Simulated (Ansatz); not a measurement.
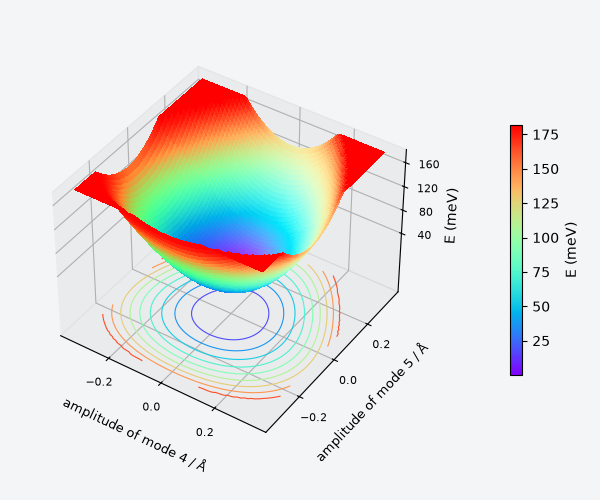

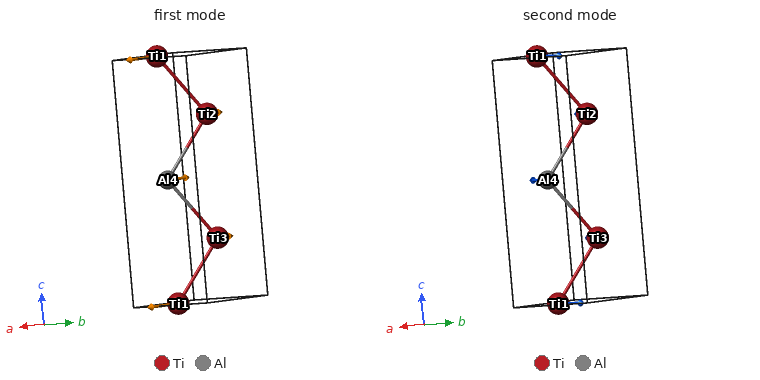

Energy landscape of Ti3Al (P-6m2, No. 187; 4 atoms in the cell). The energy is mapped over two normal modes frozen in (zone-centre modes of the 4-atom cell of this scan). Coordinates scanned: (1) amplitude of mode 4 (102 cm⁻¹), largest displacement; (2) amplitude of mode 5 (102 cm⁻¹), largest displacement. Nothing is relaxed (the cell and all other modes fixed). The grid has 7 × 7 points; 28 points were computed and 21 follow by symmetry. Points are written as (first, second). Energies: meV per cell, counted from the lowest grid point. Level of theory: DFT PBE, scalar-relativistic, plane waves, PAW (Ansatz). Settings: cutoff 520 eV, k-mesh 15×15×6 in the order of the run's cell vectors, gaussian smearing 0.15 eV, no spin polarisation.

The picture shows a relief with its contours projected below, any walls above the top of the colour scale cut off. Between grid points the surface is interpolated. The second picture is the structure at the lowest point

Describe this landscape.

The lowest grid point is at (0.000 Å, 0.000 Å). It is the only kind of minimum in the scanned range. The highest grid point, (−0.338 Å, 0.338 Å), lies 332 meV above the lowest.

Grid values (meV):

| second ↓, first → | −0.338 | −0.225 | −0.113 | 0.000 | 0.113 | 0.225 | 0.338 |
| --- | --- | --- | --- | --- | --- | --- | --- |
| 0.338 | 332 | 219 | 152 | 131 | 152 | 219 | 332 |
| 0.225 | 254 | 147 | 83 | 62 | 83 | 147 | 254 |
| 0.113 | 188 | 93 | 35 | 16 | 35 | 93 | 188 |
| 0.000 | 150 | 68 | 17 | 0 | 17 | 68 | 150 |
| −0.113 | 147 | 77 | 32 | 17 | 32 | 77 | 147 |
| −0.225 | 178 | 122 | 86 | 74 | 86 | 122 | 178 |
| −0.338 | 238 | 204 | 181 | 173 | 181 | 204 | 238 |

Each point was launched as `ansatz run input.yaml --threads 2 --pin off --max-ram 4096MiB --backend cpu --events-out ev --progress --plain --runs-dir out`. Time for the 28 points that were run: 31 min on 2 threads of Arm Neoverse N1 (shared host).

PAW datasets: the set soft_1.
